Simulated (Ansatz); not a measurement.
## Single-point calculation of Ge

The run: single-point calculation of Ge (2 atoms in the cell). Method and program: DFT r2SCAN, scalar-relativistic, plane waves, PAW, no spin polarisation (Ansatz 0.2.0).

The structure derives from a Materials Project entry. It belongs to a series of runs on one base structure; here: strain +0.0400 x Voigt [0, 1, 0, 0, 0, 0], atoms carried along.

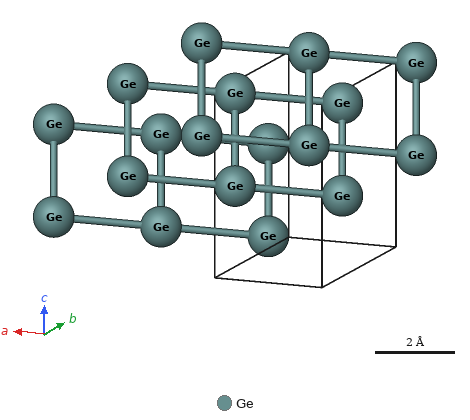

The input geometry (ball-and-stick view of the reduced cell, repeated 3 × 2 × 1, seen at an oblique angle). An atom can appear more than once, as a periodic image.

Input file:
```yaml
crystal:
  lattice:
    - [1.397592124, -2.6272632312, 0.0]
    - [1.397592124, 2.6272632312, 0.0]
    - [0.0, 0.0, 5.2992283745]
  atoms:
    - { symbol: Ge, position: [0.5002627511, 0.4997372489, 0.25] }
    - { symbol: Ge, position: [0.4997372489, 0.5002627511, 0.75] }
basis:
  ecutwfc: 500
kpoints:
  mp_grid: { grid: [24, 24, 12] }
hamiltonian:
  xc: r2scan
scf:
  occupations: { method: gaussian, width: 0.15 }
output:
  forces: true
  stress: true
  eigenvalues: true
  write_density: true
  write_potential: true
  elf: true
  volumetric_format: npy
```

Hardware: 1 thread of AMD EPYC (Zen 5), 32 GiB of memory available, shared host.

Launched with:
```bash
ansatz run input.yaml --threads 1 --pin off --max-ram 2560MiB --backend cpu --events-out ev --progress --plain --runs-dir out
```

Output:
```
Engine: ansatz 0.2.0, x86_64-unknown-linux-gnu
Pseudopotentials: kind: paw
Pseudopotential: Ge, paw, valence charge 14, recommended cutoff 500 eV (meta_gga), Ge.paw.azcp
Functional definition: r2SCAN
  parameter k0 = 0.174
  parameter k1 = 0.065
  parameter a1 = 4.9479
  exchange = r2scan_x(k0 = k0, k1 = k1, a1 = a1)
  correlation = r2scan_c
Crystal: 2 atoms, lattice volume = 38.916 Å³
Basis set: ecut = 500 eV, 975 PW (Γ), exchange–correlation on 96×96×160 points (64 copies of the dense FFT grid, shifted against one another)
Bands: 18, of which v1, the nominal top of the filled ones, is band 14 counted from 1 (13 counted from 0)
Symmetry: 8 space group operations
Space group: Cmcm (ITA 63), of the structure as read, at distance tolerance 3.4e-5 Å
k-points: 1099 of 6912
Non-local potential: Ge, projectors of the file, l = 0: 2, l = 1: 2, l = 2: 3, l = 3: 1
PAW form: soft (Blöchl's): semilocal exchange-correlation on the pseudo side does not see the compensation charge
PAW frozen core: Ge, regenerated for the run's functional (the file was generated under x = pbe(κ = 0.804, μ = 0.2195149727645171), c = pbe(β = 0.06672455060314922))
PAW one-centre angular grid: Ge, 590 points (default); XC on 160 Gauss nodes
Initial density: superposition of atomic densities (neutral atoms: chi_scale 0, normalization atom), corrected by the library's trained network
Initial wavefunctions: pseudopotential atomic-orbital guess
Functional: x = r2scan, c = r2scan; τ floored in thin density (d = 2e-4 eV/Å³)
SCF iter   1: F=—  HF=-8604.990341 eV  |F-HF|=—  |Δ(HF+E_count)|=         —  Δρ=6.67e-3  dr2=5.67e-3  dr2_τ=1.19e-3  ethr=1.77e-3  ⟨swp⟩=5.1  Hψ=81320  notcnv=0
preconditioner: auto → Kerker (q_TF=auto, 2.583 Å⁻¹)  [metal: Δε(μ)=0.001 eV  Ē_g=24.285 eV  σ=0.150 eV  W_gap=0.00  n_scr=10 (ndim 8)  ℏωp=31.5 eV  f_vac=0.000  D(μ)=0.91/eV (n_scr^D=2)]
SCF iter   2: F=—  HF=-8605.011042 eV  |F-HF|=—  |Δ(HF+E_count)|=   2.07e-2  Δρ=2.24e-3  dr2=9.22e-4  dr2_τ=2.27e-5  ethr=2.02e-5  ⟨swp⟩=2.0  Hψ=47577  notcnv=0  defer=204
SCF iter   3: F=—  HF=-8605.011393 eV  |F-HF|=—  |Δ(HF+E_count)|=   3.51e-4  Δρ=1.50e-3  dr2=4.78e-4  dr2_τ=5.82e-6  ethr=3.29e-6  ⟨swp⟩=1.0  Hψ=19513  notcnv=0  defer=204
SCF iter   4: F=—  HF=-8605.011583 eV  |F-HF|=—  |Δ(HF+E_count)|=   1.91e-4  Δρ=2.11e-4  dr2=2.11e-5  dr2_τ=1.57e-7  ethr=1.71e-6  ⟨swp⟩=2.0  Hψ=23918  notcnv=0  defer=204
SCF iter   5: F=—  HF=-8605.011592 eV  |F-HF|=—  |Δ(HF+E_count)|=   8.81e-6  Δρ=5.75e-5  dr2=1.60e-6  dr2_τ=9.97e-9  ethr=7.54e-8  ⟨swp⟩=2.0  Hψ=23933  notcnv=0  defer=204
SCF iter   6: F=-8605.011593 eV  HF=-8605.011593 eV  |F-HF|=2.90e-9  |Δ(HF+E_count)|=   6.43e-7  Δρ=9.60e-6  dr2=3.25e-8  dr2_τ=2.20e-10  ethr=3.57e-10  ⟨swp⟩=6.4  Hψ=114724  notcnv=0
SCF 1 converged in 6 iterations: F = -8605.011593 eV  dr2 = 3.25e-8
  greatest PAW one-centre occupation: 0.998 electrons in one spin orbital (limit 2), on the Ge atom at site 1 (counted from 0), in its partial waves of l = 2
```

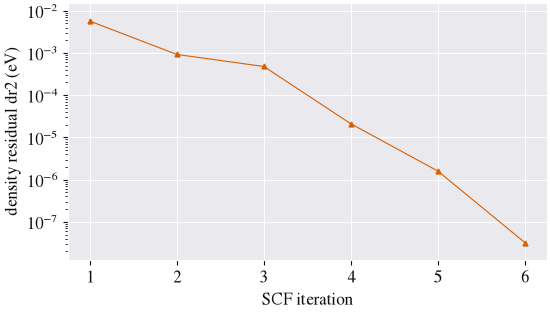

Convergence of the self-consistent field: density residual dr2 against the SCF iteration. The residual falls at every step.

```
SCF converged after 6 iterations
Free energy (F): -8605.011593 eV
Harris-Foulkes:  -8605.011593 eV  (|F-HF|=2.90e-9)
Internal energy: -8605.001472 eV  (E = F + TS)
E sigma→0 (E₀):  -8605.006532 eV
Entropy (-TS):   -0.010121 eV (-5.061 meV/atom)
Fermi energy:    10.379982 eV
--- Per-component energies (eV) ---
  E_band       = -259.716073
  E_kinetic    = 219.739782
  E_local      = -4369.863407  (includes V_loc(G=0)·N_el)
  E_nonlocal   = 834.971453
  E_hartree    = 1912.291514
  E_xc         = -137.635298
  E_vxc        = -135.343753  (∫ρ·V_xc dr)
  E_paw        = -4063.109976  (= ΣΔE_a)
  E_vpaw       = -641.608653  (= ΣTr[D̂ρ^β])
  E_aug_tail   = 0.000029  (compensation charges beyond the density's cutoff)
  E_vtau       = 7.810782  (kinetic-family band-sum trace: ∫τ·v_τ [+ j·A + Jᵃ·Aᵃ] dr)
  E_ewald      = -2999.224036
  E_core_change = -2.171532  (= ΣΔE_core)
  E_smearing   = -0.010121  (= −TS)
  E_closure    = 0.000000  (closes the sum)
  Σ components = -8605.011593   (vs F -8605.011593, Δ=0.00e0)
--- Forces (eV/Å), atoms counted from 1 ---
  atom   1  Ge     0.00000000     0.00101574     0.00000000
  atom   2  Ge     0.00000000    -0.00101574     0.00000000
  max |Σ_I F_I| component: 2.17e-19 eV/Å
--- Stress (GPa, compression-positive) ---
       -2.521302       0.000000       0.000000
        0.000000      -4.510019       0.000000
        0.000000       0.000000      -0.540870
  P = ⅓ Tr σ = -2.5241 GPa (-25.241 kbar)
--- Band table (eV; the first three rows and the last of 1099) ---
  k-point 0: bands = ["-15.0862", "-15.0062", "-14.9941", "-14.9466", "-14.9354", "-14.9206", "-14.8957", "-14.8402", "-14.8333", "-14.8119", "-3.1950", "1.0677", "4.3959", "17.4430", "18.0714", "19.2507", "20.7533", "21.1690"]
  k-point 1: bands = ["-15.0820", "-15.0060", "-14.9943", "-14.9464", "-14.9356", "-14.9192", "-14.8943", "-14.8443", "-14.8348", "-14.8134", "-3.1573", "0.8477", "4.6949", "17.3617", "17.4804", "19.2883", "20.6534", "21.7447"]
  k-point 2: bands = ["-15.0698", "-15.0051", "-14.9950", "-14.9459", "-14.9362", "-14.9148", "-14.8901", "-14.8564", "-14.8392", "-14.8176", "-3.0443", "0.3425", "5.4372", "15.9882", "17.5919", "19.4004", "20.3814", "22.1969"]
  k-point 1098: bands = ["-15.0308", "-15.0308", "-14.9295", "-14.9295", "-14.8793", "-14.8793", "-14.8634", "-14.8634", "-14.8584", "-14.8584", "2.4134", "2.4134", "5.7818", "5.7818", "13.8093", "13.8093", "17.0741", "17.0741"]
```

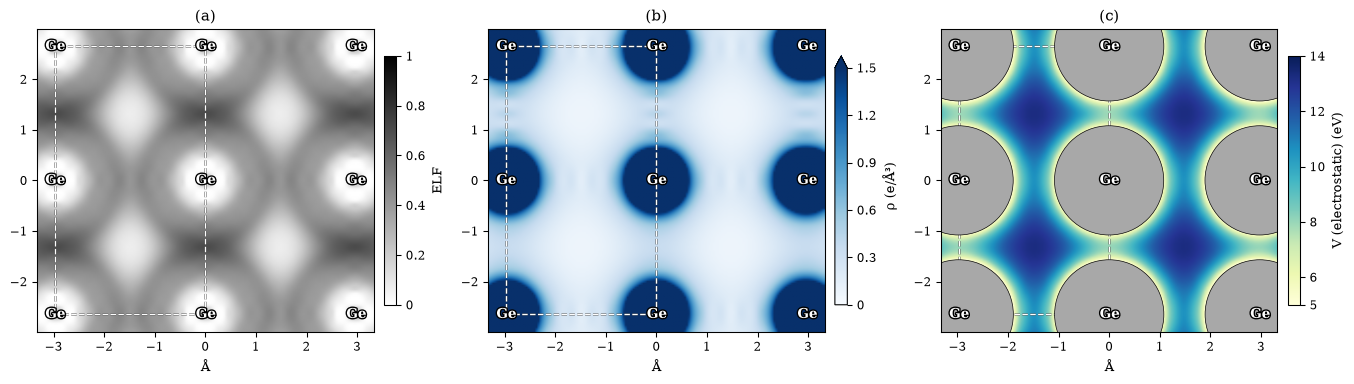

(a) ELF; (b) valence charge density (pseudo); (c) electrostatic potential (local pseudopotential plus Hartree) felt by an electron on the (010) plane of the calculation cell. Grey discs, where drawn, cover atomic cores. Atoms in the plane: Ge. Ge–Ge (2.65 Å): ρ at the midpoint is about 0.44 e/Å³, with its minimum of 0.31 e/Å³ about 1.2 Å from Ge; the ELF peaks at about 0.70 between the atoms. Away from the nuclei the density in this plane falls to 0.07 e/Å³ at its lowest. Outside the cores the potential energy rises away from the atoms and is highest about 2.0 Å from the nearest atoms; outside the discs it spans about 8 eV, and its zero is arbitrary. Core electrons are frozen (PAW), so the fields are smoothed inside the atomic spheres.

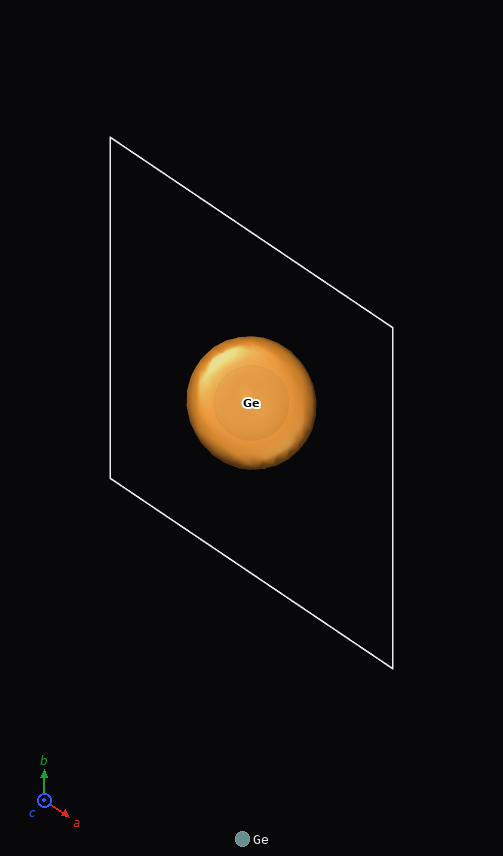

Isosurface of the ELF at 0.55 (orange), seen along the c axis. Core shells and regions of very low density are left out. Sticks mark near contacts. The outline is the calculation cell. The ELF exceeds this value in two regions between bonded Ge–Ge atoms (shared pairs), counted in one cell of 2 atoms. Profiles from the grid: Ge–Ge (2.65 Å): the ELF peaks at about 0.70 between the atoms. Ge–Ge (2.80 Å): the ELF is about 0.50 at the midpoint, which marks nearly free electrons, as in a simple metal.

Summary:

| quantity | value |
| --- | --- |
| outcome | converged |
| space group (tolerance 0.01 Å) | Cmmm (65) |
| electrons treated | 28 |
| free energy | −8605.0116 eV |
| Fermi energy | 10.380 eV |
| gap on the k-point mesh | none (metallic) |
| pressure | −2.52 GPa |
| largest force (length of the vector) | 0.001 eV/Å |
| wall time | 27 s |
| peak memory | 1.1 GiB |
